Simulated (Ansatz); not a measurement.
ScAl3

Input

```
crystal:
  lattice:
    - [4.08780657, 0.0, 0.0]
    - [0.0, 4.08780657, 0.0]
    - [0.0, 0.0, 4.08780657]
  atoms:
    - { symbol: Sc, position: [0.0, 0.0, 0.0] }
    - { symbol: Al, position: [0.5, 0.0, 0.5] }
    - { symbol: Al, position: [0.0, 0.5, 0.5] }
    - { symbol: Al, position: [0.5, 0.5, 0.0] }
basis:
  ecutwfc: 420
kpoints:
  mp_grid: { grid: [10, 10, 10] }
hamiltonian:
  xc: pbe
  dispersion: d3bj
scf:
  occupations: { method: gaussian, width: 0.1 }
output:
  forces: true
  stress: true
  eigenvalues: true
  write_density: true
  write_potential: true
  elf: true
  volumetric_format: npy
relax:
  adjacent_minimum: "off"
  f_tol: 0.005
  max_steps: 80
  cell: { stress_tol: 0.05 }
```

Command:

```sh
ansatz run input.yaml --threads 2 --pin off --max-ram 5120MiB --backend cpu --events-out ev --progress --plain --runs-dir out
```

Below, planes, directions and counts refer to the conventional cell (a = 4.05 Å, b = 4.05 Å, c = 4.05 Å, α = 90.00°, β = 90.00°, γ = 90.00°).

The fields are those of the run's last geometry, not of the input's.

Space group Pm-3m; a structure from a database of computed crystals, not necessarily the ambient phase.

All numbers below come from Ansatz 0.2.0, DFT PBE+D3(BJ), scalar-relativistic, plane waves, PAW.

Core electrons are frozen (PAW), and the valence fields are smoothed inside the atomic spheres.

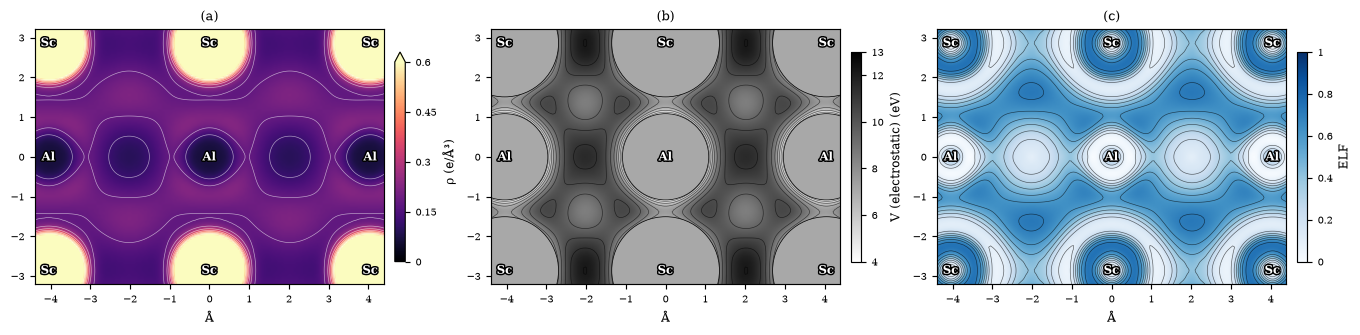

Figure 1. (a) valence charge density (pseudo); (b) electrostatic potential energy of an electron; (c) electron localisation function on the (101) plane of the conventional cell. Grey discs cover the atomic cores in the potential map.

**Describe what can be read from this map.**

Atoms in the plane: Sc and Al. Sc–Al (2.86 Å): ρ at the midpoint is about 0.18 e/Å³; the ELF peaks at about 0.60 in the valence shell of Al, 1.0 Å from its nucleus, and is about 0.30 at the midpoint; no shared electron pair shows on this line. Between the atoms the lowest density in this plane is 0.09 e/Å³. The features right at Sc lie inside the PAW spheres, where the map follows smoothed inner orbitals and isn't to be read closely. Outside the cores the potential energy rises away from the atoms and is highest about 2.0 Å from the nearest atoms; its zero is arbitrary.

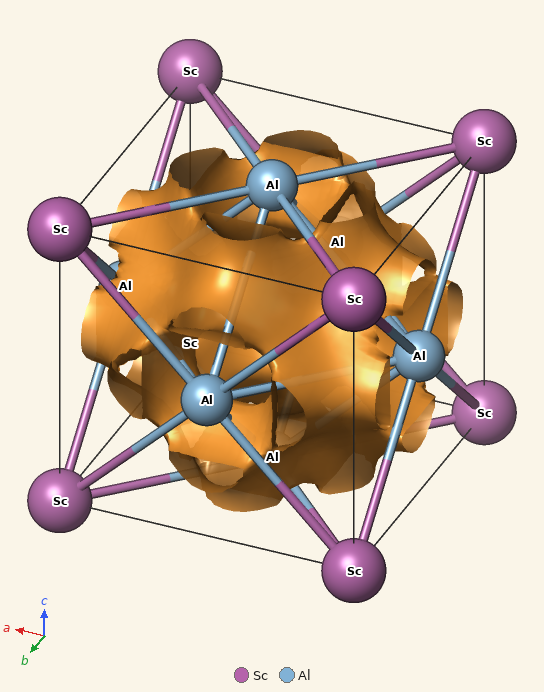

Figure 2. Isosurface of the electron localisation function at 0.6 (orange), seen at an oblique angle. Only the valence region is drawn (cores and ρ < 0.01 e/Å³ removed). Sticks mark near contacts.

**Describe the localisation domains.**

At this value the surface marks out one network that runs through the whole crystal, counted in one cell of 4 atoms. Regions shared between cells count once.


 Al–Al (2.86 Å): the ELF peaks at about 0.70 between the atoms.

**Metal or insulator at this level of theory?**

It is gapless in this calculation (a metal or semimetal).
